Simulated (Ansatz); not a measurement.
Run report: AlFe, single-point calculation

The run: single-point calculation of AlFe (Pm-3m, 2 atoms in the cell). Method and program: DFT LDA, scalar-relativistic, plane waves, PAW, spin-polarised (Ansatz 0.2.0).

The structure derives from an entry of the Crystallography Open Database. Figures and captions count atoms from 1; the log counts them from 0 in places.

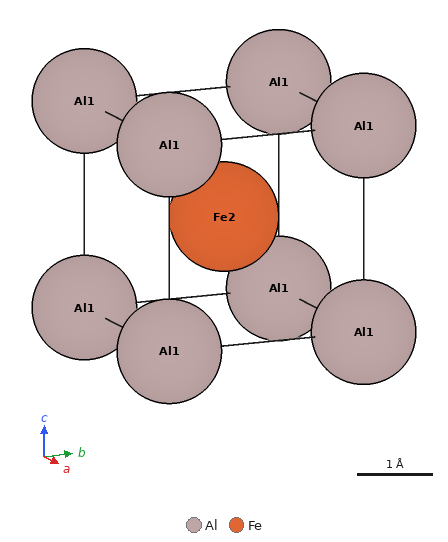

Fig. 1: The structure as given in the input (spheres-only view of the cell of the calculation, seen slightly off an axis; atoms are numbered from 1 in the order of the input).

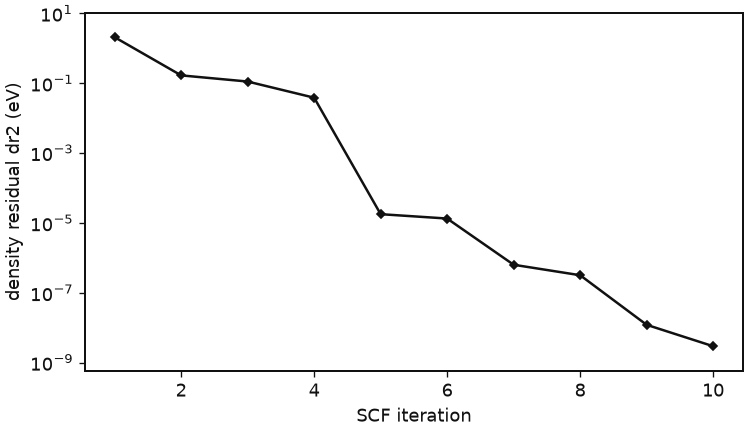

Fig. 2: Convergence of the self-consistent field: density residual dr2 against the SCF iteration. The residual falls at every step.

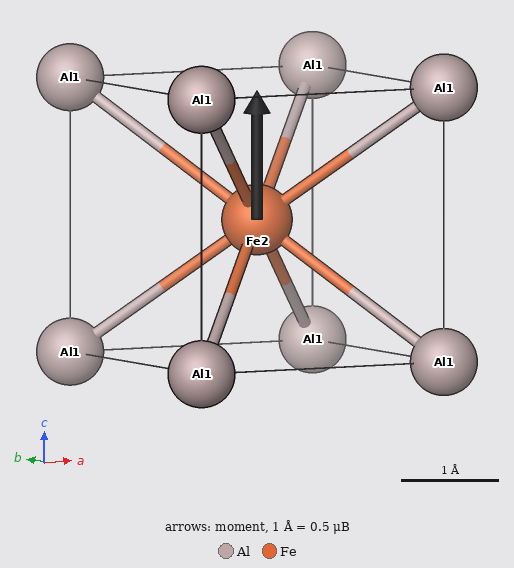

Fig. 3: Magnetic moments of the sites as black arrows (ball-and-stick view of the cell of the calculation, seen at an oblique angle; atoms are numbered from 1 in the order of the input); small moments hardly show. The run is collinear, so the axis drawn is arbitrary. Site moments: Fe2 (0.68 μB). They are counted near the atoms and needn't add up to the moment of the cell.

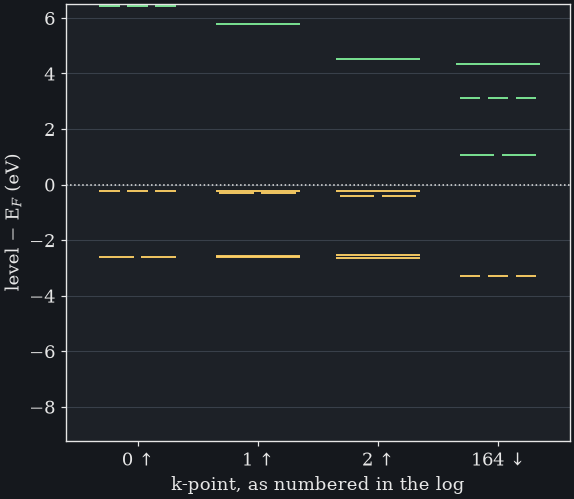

Fig. 4: Kohn–Sham levels near the Fermi level (dotted) at the few k-points that the log prints; levels within 0.02 eV of each other stand side by side. The system is metallic on the full mesh.

These pictures come from the run below.

Input
```yaml
crystal:
  lattice:
    - [2.8527167328, 0.0, 0.0]
    - [0.0, 2.8527167328, 0.0]
    - [0.0, 0.0, 2.8527167328]
  atoms:
    - { symbol: Al, position: [0.0, 0.0, 0.0] }
    - { symbol: Fe, position: [0.5, 0.5, 0.5], spin: 0.73 }
basis:
  ecutwfc: 420
  ecutrho_ratio: 4
kpoints:
  mp_grid: { grid: [16, 16, 16] }
hamiltonian:
  xc: lda
scf:
  occupations: { method: gaussian, width: 0.05 }
output:
  forces: true
  stress: true
  eigenvalues: true
  populations: true
magnetization:
  spin_polarized: true
```

Run as:
```bash
ansatz run input.yaml --threads 2 --pin off --max-ram 5120MiB --backend cpu --events-out ev --progress --plain --runs-dir out
```

Log
```
Engine: ansatz 0.2.0, x86_64-unknown-linux-gnu
Pseudopotentials: kind: paw
Pseudopotential: Al, paw, valence charge 3, recommended cutoff 420 eV (normal), Al.paw.azcp
Pseudopotential: Fe, paw, valence charge 16, recommended cutoff 420 eV (normal), Fe.paw.azcp
Functional definition: SPW92
  exchange = slater_x
  correlation = pw_c
Crystal: 2 atoms, lattice volume = 23.215 Å³
Basis set: ecut = 420 eV, 461 PW (Γ)
Bands: 14, of which v1, the nominal top of the filled ones, is band 10 counted from 1 (9 counted from 0)
Symmetry: 48 space group operations
Space group: Pm-3m (ITA 221), of the structure as read, at distance tolerance 2.9e-5 Å
Magnetic group: BNS 221.92 (UNI 1594), of the structure as read, at distance tolerance 2.9e-5 Å
k-points: 165 of 4096
Non-local potential: Al, projectors of the file, l = 0: 2, l = 1: 2, l = 2: 1
Non-local potential: Fe, projectors of the file, l = 0: 3, l = 1: 2, l = 2: 3, l = 3: 1
PAW form: soft (Blöchl's): semilocal exchange-correlation on the pseudo side does not see the compensation charge
PAW frozen core: Al, regenerated for the run's functional, and the local potential with it (the file was generated under x = pbe(κ = 0.804, μ = 0.2195149727645171), c = pbe(β = 0.06672455060314922))
PAW frozen core: Fe, regenerated for the run's functional, and the local potential with it (the file was generated under x = pbe(κ = 0.804, μ = 0.2195149727645171), c = pbe(β = 0.06672455060314922))
PAW one-centre angular grid: Al, 110 points (default); XC on 64 Gauss nodes
PAW one-centre angular grid: Fe, 590 points (default); XC on 64 Gauss nodes
Initial density: superposition of atomic densities (chi_scale 0.1, normalization cell)
Starting moments: Σ|m| = 0.73 μB on 1 of 2 sites
Initial wavefunctions: pseudopotential atomic-orbital guess
Functional: x = slater, c = lda
SCF iter   1: F=—  HF=-4933.264414 eV  |F-HF|=—  |Δ(HF+E_count)|=         —  Δρ=6.23e-2 (↑6.23e-2 ↓5.84e-2)  dr2=2.04e0  dr2_m=1.49e-2  M=0.664 μB ∫|m|=0.709 μB  β_m=0.30  ethr=3.10e-3  ⟨swp⟩=4.4  Hψ=21517  notcnv=0
Mixer restart at iter 1: flushing history
preconditioner: auto → none  [metal: Δε(μ)=0.005 eV  Ē_g=7.868 eV  σ=0.050 eV  W_gap=0.05  n_scr=6 (ndim 8)  ℏωp=25.6 eV  f_vac=0.000  D(μ)=2.50/eV (n_scr^D=32)  sad-step TF]
SCF iter   2: F=—  HF=-4932.416057 eV  |F-HF|=—  |Δ(HF+E_count)|=   8.48e-1  Δρ=2.28e-2 (↑2.28e-2 ↓2.01e-2)  dr2=1.65e-1  dr2_m=4.09e-2  M=0.785 μB ∫|m|=0.848 μB  β_m=0.32  ethr=3.10e-3  ⟨swp⟩=2.6  Hψ=10637  notcnv=0  defer=99
SCF iter   3: F=—  HF=-4932.835707 eV  |F-HF|=—  |Δ(HF+E_count)|=   4.20e-1  Δρ=1.74e-2 (↑1.74e-2 ↓8.66e-3)  dr2=1.10e-1  dr2_m=1.35e-2  M=0.765 μB ∫|m|=0.831 μB  β_m=0.62  ethr=8.68e-4  ⟨swp⟩=2.0  Hψ=6423  notcnv=0  defer=101
SCF iter   4: F=—  HF=-4933.560318 eV  |F-HF|=—  |Δ(HF+E_count)|=   7.25e-1  Δρ=7.76e-3 (↑4.44e-3 ↓7.76e-3)  dr2=3.79e-2  dr2_m=8.09e-4  M=0.688 μB ∫|m|=0.761 μB  β_m=0.81  ethr=5.80e-4  ⟨swp⟩=3.1  Hψ=9428  notcnv=0  defer=98
SCF iter   5: F=—  HF=-4933.647373 eV  |F-HF|=—  |Δ(HF+E_count)|=   8.71e-2  Δρ=3.44e-4 (↑3.44e-4 ↓2.62e-4)  dr2=1.76e-5  dr2_m=1.06e-5  M=0.661 μB ∫|m|=0.733 μB  β_m=0.88  ethr=2.00e-4  ⟨swp⟩=2.5  Hψ=9513  notcnv=0  defer=100
SCF iter   6: F=—  HF=-4933.647814 eV  |F-HF|=—  |Δ(HF+E_count)|=   4.42e-4  Δρ=3.43e-4 (↑3.43e-4 ↓1.03e-4)  dr2=1.32e-5  dr2_m=5.80e-6  M=0.660 μB ∫|m|=0.731 μB  β_m=0.94  ethr=9.25e-8  ⟨swp⟩=2.4  Hψ=8444  notcnv=0  defer=98
SCF iter   7: F=—  HF=-4933.647828 eV  |F-HF|=—  |Δ(HF+E_count)|=   1.38e-5  Δρ=9.55e-5 (↑9.55e-5 ↓5.76e-5)  dr2=6.28e-7  dr2_m=1.21e-6  M=0.660 μB ∫|m|=0.731 μB  β_m=0.97  ethr=6.97e-8  ⟨swp⟩=2.1  Hψ=6208  notcnv=0  defer=98
SCF iter   8: F=—  HF=-4933.647829 eV  |F-HF|=—  |Δ(HF+E_count)|=   9.89e-7  Δρ=2.89e-5 (↑2.89e-5 ↓2.02e-5)  dr2=3.15e-7  dr2_m=4.32e-9  M=0.660 μB ∫|m|=0.731 μB  β_m=0.94  ethr=3.30e-9  ⟨swp⟩=2.0  Hψ=6316  notcnv=0  defer=98
SCF iter   9: F=—  HF=-4933.647829 eV  |F-HF|=—  |Δ(HF+E_count)|=   7.87e-8  Δρ=8.27e-6 (↑1.56e-6 ↓8.27e-6)  dr2=1.20e-8  dr2_m=4.06e-9  M=0.660 μB ∫|m|=0.731 μB  β_m=0.86  ethr=5.26e-10  ⟨swp⟩=3.4  Hψ=17103  notcnv=0
SCF iter  10: F=-4933.647829 eV  HF=-4933.647829 eV  |F-HF|=2.72e-9  |Δ(HF+E_count)|=  1.98e-10  Δρ=1.87e-6 (↑1.87e-6 ↓1.86e-6)  dr2=2.93e-9  dr2_m=3.14e-12  M=0.660 μB ∫|m|=0.731 μB  ethr=6.30e-11  ⟨swp⟩=3.0  Hψ=11329  notcnv=0
SCF 1 converged in 10 iterations: F = -4933.647829 eV  dr2 = 2.93e-9
  greatest PAW one-centre occupation: 1.002 electrons in one spin orbital (limit 2), on the Fe atom at site 1 (counted from 0), in its partial waves of l = 1
SCF converged after 10 iterations
Magnetization: 0.6600 μB (9.8300 up, 9.1700 down)
Absolute magnetization: 0.7306 μB (∫|ρ↑−ρ↓|, with the PAW one-centre terms)
Spin contamination: 0.0053 ħ² per cell (⟨S²⟩ above its minimum at these occupations)
Per-site moments (μB) at R_I (Å): [(-0.019700734633069605, 1.0190916286673697), (0.6751266376497815, 1.0190916286673697)]
Free energy (F): -4933.647829 eV
Harris-Foulkes:  -4933.647829 eV  (|F-HF|=2.72e-9)
Internal energy: -4933.644816 eV  (E = F + TS)
E sigma→0 (E₀):  -4933.646323 eV
Entropy (-TS):   -0.003013 eV (-1.506 meV/atom)
Fermi energy:    14.097679 eV
--- Per-component energies (eV) ---
  E_band       = -242.992264
  E_kinetic    = 383.750692
  E_local      = -2727.057075  (includes V_loc(G=0)·N_el)
  E_nonlocal   = 231.209018
  E_hartree    = 1178.328823
  E_xc         = -159.318938
  E_vxc        = -184.544188  (∫ρ·V_xc dr)
  E_paw        = -1749.074404  (= ΣΔE_a)
  E_vpaw       = -303.012801  (= ΣTr[D̂ρ^β])
  E_aug_tail   = 0.000715  (compensation charges beyond the density's cutoff)
  E_ewald      = -2091.940899
  E_core_change = 0.457252  (= ΣΔE_core)
  E_smearing   = -0.003013  (= −TS)
  E_closure    = 0.000000  (closes the sum)
  Σ components = -4933.647829   (vs F -4933.647829, Δ=0.00e0)
--- Forces (eV/Å), atoms counted from 1 ---
  atom   1  Al    -0.00000000     0.00000000     0.00000000
  atom   2  Fe     0.00000000    -0.00000000     0.00000000
  max |Σ_I F_I| component: 2.08e-29 eV/Å
--- Stress (GPa, compression-positive) ---
       -7.381369       0.000000       0.000000
       -0.000000      -7.381369       0.000000
        0.000000       0.000000      -7.381369
  P = ⅓ Tr σ = -7.3814 GPa (-73.814 kbar)
--- Band table (eV; the first three rows and the last of 330) ---
  k-point 0 ↑: bands = ["-71.7505", "-38.2017", "-38.2017", "-38.2017", "3.5891", "11.4885", "11.4885", "13.8476", "13.8476", "13.8476", "20.5399", "20.5399", "20.5399", "23.5652"]
  k-point 1 ↑: bands = ["-71.7503", "-38.2044", "-38.2015", "-38.2015", "3.6639", "11.4847", "11.5107", "13.8009", "13.8009", "13.8526", "19.8680", "20.6485", "20.6485", "23.5429"]
  k-point 2 ↑: bands = ["-71.7497", "-38.2119", "-38.2009", "-38.2009", "3.8872", "11.4568", "11.5749", "13.6732", "13.6732", "13.8666", "18.6176", "20.9625", "20.9625", "23.4772"]
  k-point 164 ↓: bands = ["-71.0032", "-37.5484", "-37.5484", "-37.5484", "10.8125", "10.8125", "10.8125", "15.1669", "15.1669", "17.1975", "17.1975", "17.1975", "18.4265", "20.6625"]
--- Löwdin populations: 2 sites ---
  site symbol       q [e]    m [muB]
     0     Al      3.1165    -0.0485
     1     Fe     15.7306     0.7064
  spilling = 0.008049 (of n_electrons = 19.000000)
```

File populations.tsv
```
# site	symbol	l	j	q_up	q_dn
# orbitals = lowdin
# n_electrons = 19.000000
# spilling = 0.008049
0	Al	0_3S	-	0.421014	0.435691
0	Al	1_3P	-	1.112967	1.146837
1	Fe	0_3S	-	0.977098	0.977566
1	Fe	0_4S	-	0.242355	0.243066
1	Fe	1_3P	-	2.993505	2.993263
1	Fe	2_3D	-	4.005516	3.298201
```

Summary

```tsv
quantity	value
outcome	converged
space group (tolerance 0.01 Å)	Pm-3m (221)
electrons treated	19
free energy	−4933.6478 eV
Fermi energy	14.098 eV
gap on the k-point mesh	none (metallic)
net moment of the cell	0.66 μB
integrated absolute moment	0.73 μB
pressure	−7.38 GPa
largest force (length of the vector)	under 0.001 eV/Å
hardware	2 threads of AMD EPYC (Zen 3), 189 GiB of memory available, shared host
wall time	11 s (CPU time 19 s)
peak memory	0.41 GiB
```

The cell is under a tension of 7.4 GPa at this level, so it is not at its equilibrium volume.
